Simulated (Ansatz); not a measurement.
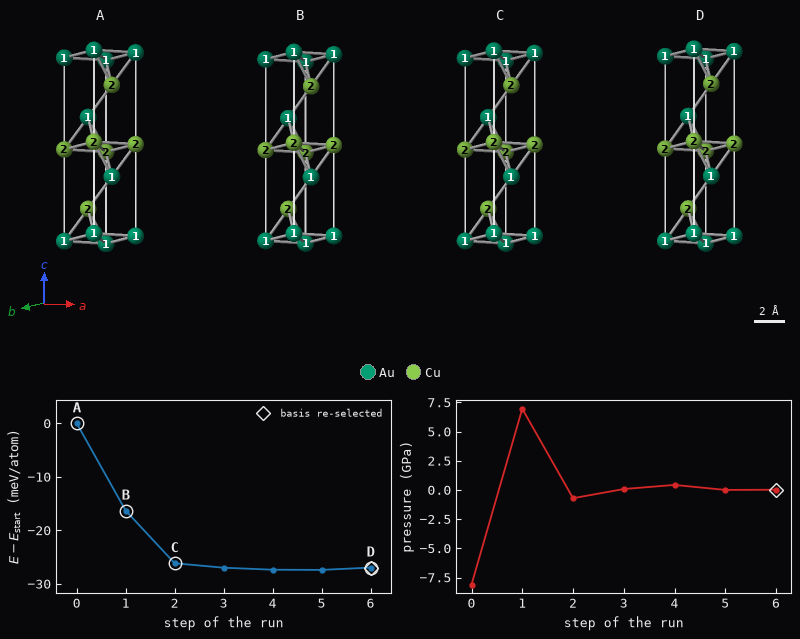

Frames of a relaxation of a crystal of CuAu (set up in R-3m), marked on the history of the run. A ball-and-stick model of the conventional cell (3 times the calculation's cell), seen from a free direction. Lengths and directions refer to the drawn axes.

The run lets cell and atoms move.

The calculation used Kohn-Sham DFT of a periodic cell, PBEsol, Ansatz PAW in Ansatz.

Input
```yaml
crystal:
  lattice:
    - [1.4430568479, 0.8331492596, 4.2561707609]
    - [-1.4430568479, 0.8331492596, 4.2561707609]
    - [0.0, -1.6662985192, 4.2561707609]
  atoms:
    - { symbol: Au, position: [0.0, 0.0, 0.0] }
    - { symbol: Cu, position: [0.5, 0.5, 0.5] }
hamiltonian:
  xc: pbesol
  pseudopotentials: { kind: paw }
kpoints:
  mp_grid: { grid: [11, 11, 11] }
scf:
  occupations: { method: fermi_dirac, width: 0.05 }
output:
  forces: true
  stress: true
  eigenvalues: true
relax:
  f_tol: 0.01
  max_steps: 40
  cell: { stress_tol: 0.05 }
```

Run as
```bash
ansatz run input.yaml --threads 2 --pin off --max-ram 5632MiB --backend cpu --events-out ev --progress --plain --runs-dir out
```

What happens along the run?

The atoms keep their places relative to the cell (all moves are under 0.005 Å). The drawn cell changes as follows: a = b 2.886 → 2.794 Å (−3.2 %), c 12.769 → 12.853 Å (+0.7 %); the volume changes by −5.7 %. Some distances before and after: Cu2–Cu2 2.886 → 2.794 Å, Au1–Au1 2.886 → 2.794 Å, Au1–Cu2 2.703 → 2.681 Å. The space group stays R-3m (No. 166). After 5 accepted moves (6 points after the start) the energy has fallen by 27.0 meV per atom. All forces vanish by symmetry, so only the cell relaxes. Pressure: −8.10 GPa at the start and 0.02 GPa at the end. The SCF was repeated once at an unchanged geometry on a basis and grid sized afresh for the cell, which shifted the energy by 0.4 meV per atom at most. Cost: 24 s on 2 threads of Arm Neoverse V1, with other jobs on the host, peak memory 0.4 GiB. From step 0 to 1: volume −9.1 %, energy −16.3 meV per atom. From step 1 to 2: volume +4.3 %, energy −9.8 meV per atom. From step 2 to 6: volume −0.4 %, energy −0.8 meV per atom.

| step | E − E(0), meV/atom | pressure, GPa | volume, Å³/atom | note |
| --- | --- | --- | --- | --- |
| 0 | 0.00 | -8.10 | 15.351 |  |
| 1 | -16.31 | 6.96 | 13.949 |  |
| 2 | -26.14 | -0.70 | 14.544 |  |
| 3 | -26.98 | 0.08 | 14.473 |  |
| 4 | -27.35 | 0.43 | 14.444 |  |
| 5 | -27.38 | 0.01 | 14.480 |  |
| 6 | -26.95 | 0.02 | 14.480 | same geometry, new basis |
